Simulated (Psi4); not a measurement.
# Run report: C$_{2}$H$_{2}$Cl$_{2}$ (charge +1), single-point calculation

C$_{2}$H$_{2}$Cl$_{2}$ (trans-1,2-dichloroethylene), charge +1, multiplicity 2, computed with TPSSh/def2-SVPD, UKS (Psi4 1.11).

The geometry is that of the parent species in another charge or spin state. The geometry comes from this level: PBE0-D4/def2-TZVP.

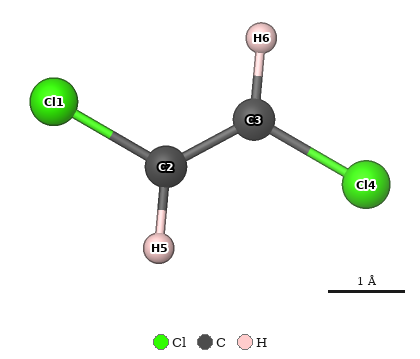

**Figure 1.** The structure (ball-and-stick view, seen on its broad side; atoms are numbered from 1 in the order of the input). Bond lengths as drawn: C–C 1.32 Å, C–Cl 1.71 Å and C–H 1.08 Å.

The input (c2h2cl2.inp)
```
memory 1600 MB

molecule {
  1 2
  Cl
  C 1 R2
  C 2 R3 1 A3
  Cl 3 R4 2 A4 1 D4
  H 2 R5 3 A5 4 D5
  H 3 R6 2 A6 5 D6

  R2 = 1.713864
  R3 = 1.322191
  A3 = 121.69134
  R4 = 1.713839
  A4 = 121.69294
  D4 = -179.99961
  R5 = 1.081631
  A5 = 123.37467
  D5 = 0.0001
  R6 = 1.081631
  A6 = 123.37188
  D6 = -179.9993
  symmetry c1
  no_reorient
  no_com
}

set {
  basis def2-SVPD
  reference uks
  puream true
  e_convergence 1e-09
  d_convergence 1e-08
  scf_type pk
  dft_radial_points 99
  dft_spherical_points 590
  maxiter 100
}

e_tot, wfn = energy('tpssh', return_wfn=True)
oeprop(wfn, 'MAYER_INDICES', 'MULLIKEN_CHARGES', 'LOWDIN_CHARGES')
print_variables()
```

Machine: 1 thread of Intel Xeon (Granite Rapids), 64 GiB of memory available, shared host.

Launched with:
```bash
psi4 -n 1 c2h2cl2.inp c2h2cl2.out
```

What the program printed
```
Psi4 1.11 release

   => Loading Basis Set <=

    Name: DEF2-SVPD
    Role: ORBITAL
    Keyword: BASIS

         ---------------------------------------------------------
                                   SCF
                              UKS Reference
                        1 Threads,   1525 MiB Core
         ---------------------------------------------------------

  ==> Geometry <==

    Molecular point group: c1
    Full point group: C1

    Geometry (in Angstrom), charge = 1, multiplicity = 2:

       Center              X                  Y                   Z               Mass
    ------------   -----------------  -----------------  -----------------  -----------------
         CL           0.000003501511     0.562537103811    -2.061156312722    34.968852682000
         C            0.000003501511     0.562537103811    -0.347292312722    12.000000000000
         C            0.000003501511    -0.562502686875     0.347311538299    12.000000000000
         CL          -0.000006424579    -0.562550546306     2.061150537602    34.968852682000
         H           -0.000001070301     1.543353691892     0.108695012416     1.007825032230
         H            0.000019109232    -1.543297069568    -0.108723546749     1.007825032230

  Running in c1 symmetry.

  Rotational constants: A =      1.79181  B =      0.05184  C =      0.05039 [cm^-1]
  Rotational constants: A =  53717.11530  B =   1554.25650  C =   1510.55009 [MHz]
  Nuclear repulsion =  176.655002754408741

  Charge       = 1
  Multiplicity = 2
  Electrons    = 47
  Nalpha       = 24
  Nbeta        = 23

  ==> Algorithm <==

  SCF Algorithm Type is PK.
  DIIS enabled.
  MOM disabled.
  Fractional occupation disabled.
  Guess Type is SAD.
  Energy threshold   = 1.00e-09
  Density threshold  = 1.00e-08
  Integral threshold = 1.00e-12

  ==> Primary Basis <==

  Basis Set: DEF2-SVPD
    Blend: DEF2-SVPD
    Number of shells: 46
    Number of basis functions: 110
    Number of Cartesian functions: 118
    Spherical Harmonics?: true
    Max angular momentum: 2

  ==> DFT Potential <==

   => LibXC <=

    Version 7.1.2

   => Composite Functional: TPSSH <=

    TPSSh Hyb-GGA Exchange-Correlation Functional

    Deriv               =              1
    GGA                 =           TRUE
    Meta                =           TRUE

    Exchange Hybrid     =           TRUE
    MP2 Hybrid          =          FALSE

   => Exchange Functionals <=

    0.9000   Tao, Perdew, Staroverov & Scuseria

   => Exact (HF) Exchange <=

    0.1000               HF

   => Correlation Functionals <=

    1.0000   Tao, Perdew, Staroverov & Scuseria

   => LibXC Density Thresholds  <==

    XC_HYB_MGGA_XC_TPSSH:  1.00E-15

   => Molecular Quadrature <=

    Radial Scheme          =       TREUTLER
    Pruning Scheme         =           NONE
    Nuclear Scheme         =       TREUTLER

    Blocking Scheme        =         OCTREE
    BS radius alpha        =              1
    Pruning alpha          =              1
    Radial Points          =             99
    Spherical Points       =            590
    Total Points           =         335320
    Total Blocks           =           2523
    Max Points             =            256
    Max Functions          =            105
    Weights Tolerance      =       1.00E-15

  ==> Integral Setup <==

  Using in-core PK algorithm.
   Calculation information:
      Number of atoms:                   6
      Number of AO shells:              46
      Number of primitives:             82
      Number of atomic orbitals:       118
      Number of basis functions:       110

      Integral cutoff                 1.00e-12
      Number of threads:                 1

  Performing in-core PK
  Using 37277130 doubles for integral storage.
  We computed 546745 shell quartets total.
  Whereas there are 584821 unique shell quartets.

  ==> DiskJK: Disk-Based J/K Matrices <==

    J tasked:                  Yes
    K tasked:                  Yes
    wK tasked:                  No
    Memory [MiB]:             1117
    Schwarz Cutoff:          1E-12

  Cached 1.2% of DFT collocation blocks in 0.027 [GiB].

  Minimum eigenvalue in the overlap matrix is 1.3423198648E-04.
  Reciprocal condition number of the overlap matrix is 1.5861804176E-05.
    Using symmetric orthogonalization.

  ==> Pre-Iterations <==

  SCF Guess: Superposition of Atomic Densities via on-the-fly atomic UHF (no occupation information).

   -------------------------
    Irrep   Nso     Nmo
   -------------------------
     A        110     110
   -------------------------
    Total     110     110
   -------------------------

  ==> Iterations <==

                        Total Energy        Delta E     RMS |[F,P]|

   @UKS iter SAD:  -997.40413148482025   -9.97404e+02   0.00000e+00
   @UKS iter   1:  -996.99843292254059    4.05699e-01   4.62289e-03 DIIS/ADIIS
   @UKS iter   2:  -996.66365824937134    3.34775e-01   8.00909e-03 DIIS/ADIIS
   @UKS iter   3:  -997.14022951363211   -4.76571e-01   6.15363e-04 DIIS/ADIIS
   @UKS iter   4:  -997.14248257739473   -2.25306e-03   1.92382e-04 DIIS/ADIIS
   @UKS iter   5:  -997.14274983858775   -2.67261e-04   2.66918e-05 DIIS
   @UKS iter   6:  -997.14275464786022   -4.80927e-06   1.12834e-05 DIIS
   @UKS iter   7:  -997.14275577285537   -1.12500e-06   3.63862e-06 DIIS
   @UKS iter   8:  -997.14275589547174   -1.22616e-07   7.04196e-07 DIIS
   @UKS iter   9:  -997.14275589719409   -1.72236e-09   8.81337e-07 DIIS
   @UKS iter  10:  -997.14275590342720   -6.23311e-09   1.03852e-07 DIIS
   @UKS iter  11:  -997.14275590352293   -9.57243e-11   3.07419e-08 DIIS
   @UKS iter  12:  -997.14275590352770   -4.77485e-12   1.94701e-08 DIIS
   @UKS iter  13:  -997.14275590353157   -3.86535e-12   8.04380e-09 DIIS
  Energy and wave function converged.

  ==> Post-Iterations <==

   Electrons on quadrature grid:
      Nalpha   =   23.9999998739 ; deviation = -1.261e-07
      Nbeta    =   22.9999998826 ; deviation = -1.174e-07
      Ntotal   =   46.9999997565 ; deviation = -2.435e-07

   @Spin Contamination Metric:   2.272124855E-03
   @S^2 Expected:                7.500000000E-01
   @S^2 Observed:                7.522721249E-01
   @S   Expected:                5.000000000E-01
   @S   Observed:                5.000000000E-01

    Orbital Energies [Eh]
    ---------------------

    Alpha Occupied:

       1A   -101.646329     2A   -101.646260     3A    -10.474733
       4A    -10.473834     5A     -9.665585     6A     -9.665552
       7A     -7.420834     8A     -7.420829     9A     -7.416284
      10A     -7.416275    11A     -7.408329    12A     -7.408324
      13A     -1.144296    14A     -1.102463    15A     -0.980714
      16A     -0.824981    17A     -0.732217    18A     -0.722186
      19A     -0.651990    20A     -0.644817    21A     -0.594766
      22A     -0.552087    23A     -0.547878    24A     -0.512977

    Alpha Virtual:

      25A     -0.300258    26A     -0.247067    27A     -0.190567
      28A     -0.134460    29A     -0.133043    30A     -0.106798
      31A     -0.089409    32A     -0.072856    33A     -0.054297
      34A     -0.050721    35A     -0.043218    36A     -0.039731
      37A     -0.039003    38A     -0.024634    39A     -0.010265
      40A     -0.000277    41A      0.005509    42A      0.020123
      43A      0.032542    44A      0.056423    45A      0.064833
      46A      0.083599    47A      0.103790    48A      0.107433
      49A      0.111469    50A      0.150509    51A      0.162559
      52A      0.163545    53A      0.189630    54A      0.216713
      55A      0.216992    56A      0.242443    57A      0.246483
      58A      0.250430    59A      0.259464    60A      0.262674
      61A      0.276799    62A      0.298752    63A      0.311366
      64A      0.321684    65A      0.353119    66A      0.385710
      67A      0.520202    68A      0.558650    69A      0.578147
      70A      0.593955    71A      0.644955    72A      0.654011
      73A      0.675729    74A      0.687970    75A      0.699866
      76A      0.702910    77A      0.711905    78A      0.711970
      79A      0.750430    80A      0.755053    81A      0.773071
      82A      0.781746    83A      0.790078    84A      0.835945
      85A      0.843805    86A      0.948677    87A      0.992806
      88A      1.021139    89A      1.051129    90A      1.107593
      91A      1.222307    92A      1.234364    93A      1.251675
      94A      1.253379    95A      1.272210    96A      1.395693
      97A      1.427962    98A      1.606204    99A      1.629639
     100A      1.712826   101A      1.714675   102A      1.887689
     103A      1.983121   104A      2.016988   105A      2.045723
     106A      2.159374   107A      2.248412   108A      2.615587
     109A      2.783868   110A      2.914691

    Beta Occupied:

       1A   -101.644413     2A   -101.644343     3A    -10.469917
       4A    -10.469019     5A     -9.663945     6A     -9.663912
       7A     -7.419954     8A     -7.419949     9A     -7.410476
      10A     -7.410468    11A     -7.407338    12A     -7.407333
      13A     -1.132495    14A     -1.093017    15A     -0.963101
      16A     -0.817535    17A     -0.725483    18A     -0.717851
      19A     -0.641353    20A     -0.617191    21A     -0.565941
      22A     -0.547815    23A     -0.543830

    Beta Virtual:

      24A     -0.449615    25A     -0.264262    26A     -0.237572
      27A     -0.183931    28A     -0.130680    29A     -0.130115
      30A     -0.104761    31A     -0.085209    32A     -0.068434
      33A     -0.053570    34A     -0.046825    35A     -0.040427
      36A     -0.035900    37A     -0.033893    38A     -0.021429
      39A     -0.006091    40A      0.005478    41A      0.007284
      42A      0.021992    43A      0.041121    44A      0.060244
      45A      0.075654    46A      0.089531    47A      0.108999
      48A      0.111647    49A      0.118236    50A      0.155989
      51A      0.165468    52A      0.165553    53A      0.193465
      54A      0.218535    55A      0.220004    56A      0.251962
      57A      0.252657    58A      0.255801    59A      0.262406
      60A      0.265366    61A      0.280488    62A      0.300944
      63A      0.318624    64A      0.324353    65A      0.356532
      66A      0.391267    67A      0.538128    68A      0.563627
      69A      0.585659    70A      0.611403    71A      0.650281
      72A      0.663117    73A      0.688628    74A      0.693489
      75A      0.710483    76A      0.710703    77A      0.724055
      78A      0.725338    79A      0.758043    80A      0.759827
      81A      0.783427    82A      0.794953    83A      0.801613
      84A      0.844049    85A      0.850856    86A      0.953552
      87A      0.998034    88A      1.035269    89A      1.067068
      90A      1.112582    91A      1.226428    92A      1.256581
      93A      1.256866    94A      1.271162    95A      1.280055
      96A      1.404372    97A      1.447508    98A      1.622526
      99A      1.642896   100A      1.732771   101A      1.733135
     102A      1.896875   103A      2.002028   104A      2.030257
     105A      2.064340   106A      2.185260   107A      2.260021
     108A      2.632597   109A      2.804814   110A      2.935594

    Final Occupation by Irrep:
              A
    DOCC [    23 ]
    SOCC [     1 ]
    NA   [    24 ]
    NB   [    23 ]

  @UKS Final Energy:  -997.14275590353157

   => Energetics <=

    Nuclear Repulsion Energy =            176.6550027544087413
    One-Electron Energy =               -1712.4601291679894075
    Two-Electron Energy =                 599.8098302041657917
    DFT Exchange-Correlation Energy =     -61.1474596941167405
    Empirical Dispersion Energy =           0.0000000000000000
    VV10 Nonlocal Energy =                  0.0000000000000000
    Total Energy =                       -997.1427559035315653

  UHF NO Occupations:
  HONO-2 :   22  A 1.9996969
  HONO-1 :   23  A 1.9996667
  HONO-0 :   24  A 1.0000000
  LUNO+0 :   25  A 0.0003333
  LUNO+1 :   26  A 0.0003031
  LUNO+2 :   27  A 0.0001398
  LUNO+3 :   28  A 0.0001316

Computation Completed

Properties will be evaluated at   0.000000,   0.000000,   0.000000 [a0]

Properties computed using the SCF density matrix

 Multipole Moments:

 ------------------------------------------------------------------------------------
     Multipole            Electronic (a.u.)      Nuclear  (a.u.)        Total (a.u.)
 ------------------------------------------------------------------------------------

 L = 1.  Multiply by 2.5417464519 to convert [e a0] to [Debye]
 Dipole X            :         -0.0000139            0.0000196            0.0000057
 Dipole Y            :         -0.0000491            0.0000654            0.0000163
 Dipole Z            :          0.0000527           -0.0000215            0.0000312
 Magnitude           :                                                    0.0000357

 ------------------------------------------------------------------------------------

	total time  =         46 seconds =       0.77 minutes

Properties will be evaluated at   0.000000,   0.000000,   0.000000 [a0]
OEProp: No title given, name of density matrix used for the following properties is 'SCF alpha density'
  Mulliken Charges: (a.u.)
   Center  Symbol    Alpha    Beta     Spin     Total
       1    CL     8.70920  8.44436  0.26483 -0.15356
       2     C     2.87393  2.62564  0.24829  0.50043
       3     C     2.87389  2.62561  0.24828  0.50049
       4    CL     8.70921  8.44437  0.26483 -0.15358
       5     H     0.41689  0.43000 -0.01312  0.15311
       6     H     0.41688  0.43000 -0.01312  0.15312

   Total alpha = 24.00000, Total beta = 23.00000, Total charge =  1.00000

  Lowdin Charges: (a.u.)
   Center  Symbol    Alpha    Beta     Spin     Total
       1    CL     8.27395  8.01070  0.26325  0.71534
       2     C     3.23963  3.00448  0.23515 -0.24411
       3     C     3.23964  3.00450  0.23514 -0.24414
       4    CL     8.27394  8.01070  0.26325  0.71536
       5     H     0.48642  0.48481  0.00161  0.02877
       6     H     0.48642  0.48481  0.00161  0.02877

  Total alpha = 24.00000, Total beta = 23.00000, Total charge =  1.00000

  Mayer Bond Indices:

  Total Bond Index:
  Irrep: 1 Size: 6 x 6

                 1                   2                   3                   4                   5

    1     0.00000000000000     1.11136388204127    -0.05161660620962     0.11557937423912     0.02785445522280
    2     1.11136388204127     0.00000000000000     1.67339796000988    -0.05159412387318     0.83305926236216
    3    -0.05161660620962     1.67339796000988     0.00000000000000     1.11133347942960     0.16692058842531
    4     0.11557937423912    -0.05159412387318     1.11133347942960     0.00000000000000     0.01027966762358
    5     0.02785445522280     0.83305926236216     0.16692058842531     0.01027966762358     0.00000000000000
    6     0.01028588912933     0.16694230621498     0.83303609757310     0.02785628983712     0.03282809385601

                 6

    1     0.01028588912933
    2     0.16694230621498
    3     0.83303609757310
    4     0.02785628983712
    5     0.03282809385601
    6     0.00000000000000

  Alpha Contribution:
  Irrep: 1 Size: 6 x 6

                 1                   2                   3                   4                   5

    1     0.00000000000000     0.39596775634684    -0.01638918514617     0.02201345297538     0.01311590961764
    2     0.39596775634684     0.00000000000000     1.00164971014128    -0.01637579166689     0.42137864465573
    3    -0.01638918514617     1.00164971014128     0.00000000000000     0.39595136255841     0.07648559917272
    4     0.02201345297538    -0.01637579166689     0.39595136255841     0.00000000000000     0.00939465201036
    5     0.01311590961764     0.42137864465573     0.07648559917272     0.00939465201036     0.00000000000000
    6     0.00939703334514     0.07649583735110     0.42136677053854     0.01311733637819     0.01627161035475

                 6

    1     0.00939703334514
    2     0.07649583735110
    3     0.42136677053854
    4     0.01311733637819
    5     0.01627161035475
    6     0.00000000000000

  Beta Contribution:
  Irrep: 1 Size: 6 x 6

                 1                   2                   3                   4                   5

    1     0.00000000000000     0.71539612569442    -0.03522742106346     0.09356592126374     0.01473854560516
    2     0.71539612569442     0.00000000000000     0.67174824986860    -0.03521833220628     0.41168061770644
    3    -0.03522742106346     0.67174824986860     0.00000000000000     0.71538211687119     0.09043498925259
    4     0.09356592126374    -0.03521833220628     0.71538211687119     0.00000000000000     0.00088501561322
    5     0.01473854560516     0.41168061770644     0.09043498925259     0.00088501561322     0.00000000000000
    6     0.00088885578419     0.09044646886389     0.41166932703456     0.01473895345892     0.01655648350126

                 6

    1     0.00088885578419
    2     0.09044646886389
    3     0.41166932703456
    4     0.01473895345892
    5     0.01655648350126
    6     0.00000000000000

  Atomic Valences:

 #  #
 Irrep: 1
      1:    1.213466994422893
      2:    3.733169286755112
      3:    3.733071519228266
      4:    1.213454687256243
      5:    1.070942067489865
      6:    1.070948676610547

  Variable Map:
  ----------------------------------------------------------------------------
  "CURRENT ENERGY"              =>    -997.142755903532
  "CURRENT REFERENCE ENERGY"    =>    -997.142755903532
  "DD SOLVATION ENERGY"         =>       0.000000000000
  "DFT FUNCTIONAL TOTAL ENERGY" =>    -997.142755903532
  "DFT TOTAL ENERGY"            =>    -997.142755903532
  "DFT VV10 ENERGY"             =>       0.000000000000
  "DFT XC ENERGY"               =>     -61.147459694117
  "GRID ELECTRONS ALPHA"        =>      23.999999873934
  "GRID ELECTRONS BETA"         =>      22.999999882555
  "GRID ELECTRONS TOTAL"        =>      46.999999756489
  "NUCLEAR REPULSION ENERGY"    =>     176.655002754409
  "ONE-ELECTRON ENERGY"         =>   -1712.460129167989
  "PCM POLARIZATION ENERGY"     =>       0.000000000000
  "PE ENERGY"                   =>       0.000000000000
  "SCF ITERATION ENERGY"        =>    -997.142755903532
  "SCF ITERATIONS"              =>      13.000000000000
  "SCF TOTAL ENERGY"            =>    -997.142755903532
  "TWO-ELECTRON ENERGY"         =>     599.809830204166
  "XC GRID RADIAL POINTS"       =>      99.000000000000
  "XC GRID SPHERICAL POINTS"    =>     590.000000000000
  "XC GRID TOTAL POINTS"        =>  335320.000000000000

  Array Variable Map:
  ----------------------------------------------------------------------------
  "CURRENT DIPOLE"              =>       0.000005716864 ... 0.000031209541 1 by 3
  "SCF DIPOLE"                  =>       0.000005716864 ... 0.000031209541 1 by 3
  "SCF TOTAL ENERGIES"          =>    -997.404131484820 ... -997.142755903532 1 by 14

    Psi4 run time: 0:00:46.47
```

Results in brief

| quantity | value |
| --- | --- |
| outcome | converged |
| total energy | −997.142756 hartree |
| basis functions | 110 |
| ⟨S²⟩ | 0.752 |
| wall time | 47 s |
| peak memory | 0.53 GiB |
